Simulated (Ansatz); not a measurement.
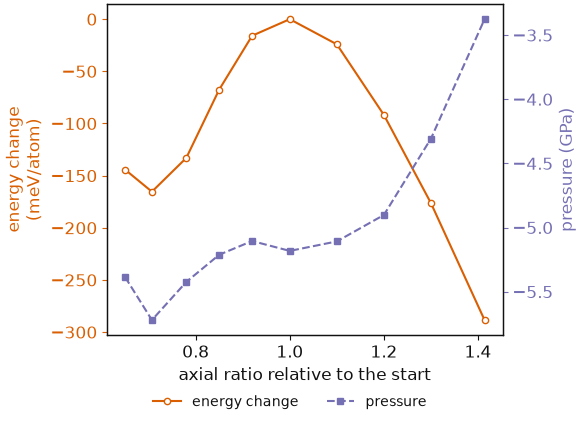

The plot gives the computed energy change and pressure against relative axial ratio for S, space group Fm-3m (No. 225).

The given structure:
```xyz
1
Lattice="0.0000 1.9944 1.9944 1.9944 0.0000 1.9944 1.9944 1.9944 0.0000" Properties=species:S:1:pos:R:3 pbc="T T T"
S     0.0000    0.0000    0.0000
```

Computed with Ansatz 0.2.0: deformation of a crystal at fixed volume, lengths along the axis scaled against those across it, fractional coordinates fixed, by plane-wave density functional theory with PAW datasets, free energies less that of the undisturbed cell, pressure positive in compression; scalar-relativistic. Level: PBEsol, no spin polarisation.

wave cutoff 420 eV; k mesh 22×22×22; occupations Gaussian; smearing width 0.15 eV; k shift (0, 0, 0) (mesh steps); start as given; path tetragonal; axis direction (0, 0, 1) (Cartesian unit vector).

Question: Where does the curve of the energy change have its lowest point?

Answer: The lowest computed point is at relative axial ratio 1.414 (−288 meV/atom), at the edge of the range, so the minimum may lie beyond it; there is a further local minimum at 0.707 (−165 meV/atom); the curve passes over a maximum at 1.000 (0 meV/atom).

Question: Read off the course of the pressure.

Answer: It goes from −5.386 GPa at relative axial ratio 0.650 to −3.376 GPa at 1.414, not monotonically, with a low of −5.721 GPa at 0.707.

Limits of the calculation: reference crystal is not relaxed.
